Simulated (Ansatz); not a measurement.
Ti$_{3}$Al

```
CELL_PARAMETERS angstrom
6.46356 0.00000 0.00000
0.00000 6.46356 0.00000
0.00000 0.00000 6.46356
ATOMIC_POSITIONS crystal
Ti 0.75000 0.25000 0.25000
Ti 0.25000 0.75000 0.25000
Ti 0.25000 0.25000 0.75000
Ti 0.75000 0.75000 0.75000
Ti 0.25000 0.25000 0.25000
Ti 0.75000 0.75000 0.25000
Ti 0.75000 0.25000 0.75000
Ti 0.25000 0.75000 0.75000
Ti 0.00000 0.00000 0.00000
Ti 0.50000 0.50000 0.00000
Ti 0.50000 0.00000 0.50000
Ti 0.00000 0.50000 0.50000
Al 0.50000 0.00000 0.00000
Al 0.00000 0.50000 0.00000
Al 0.00000 0.00000 0.50000
Al 0.50000 0.50000 0.50000
```

Space group Fm-3m; a structure from a database of computed crystals, not necessarily the ambient phase; computed pressure about −4 GPa in this cell; spin-polarised.

All numbers below come from DFT PBEsol, scalar-relativistic, plane waves, PAW in Ansatz.

What will maps of the valence pseudo-density, electron localisation function and spin density show?

Ti–Ti (2.80 Å): ρ at the midpoint is about 0.2 e/Å³; the ELF is about 0.20 at the midpoint; no localised pair shows between them.
Ti–Al (2.80 Å): the density is about 0.2 e/Å³ at the midpoint; the ELF is about 0.30 at the midpoint.
The spin density sits on Ti: +0.9 μB (×4) in one cell of 16 atoms: parallel main moments, as they must be, since the calculation's own cell holds one magnetic site. The cell of the calculation (4 atoms) carries 1.8 μB of net spin moment.

Metal or insulator at this level of theory?

It is metallic or semimetallic at this level of theory: no gap opens.

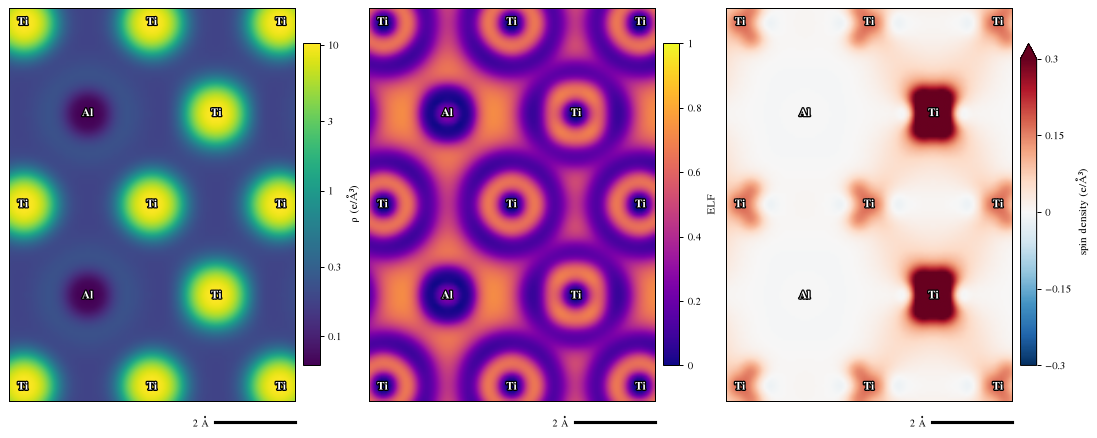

Computed valence pseudo-density, electron localisation function and spin density on the (101) plane of the conventional cell, in this order. 

Core electrons are frozen (PAW), and the valence fields are smoothed inside the atomic spheres.
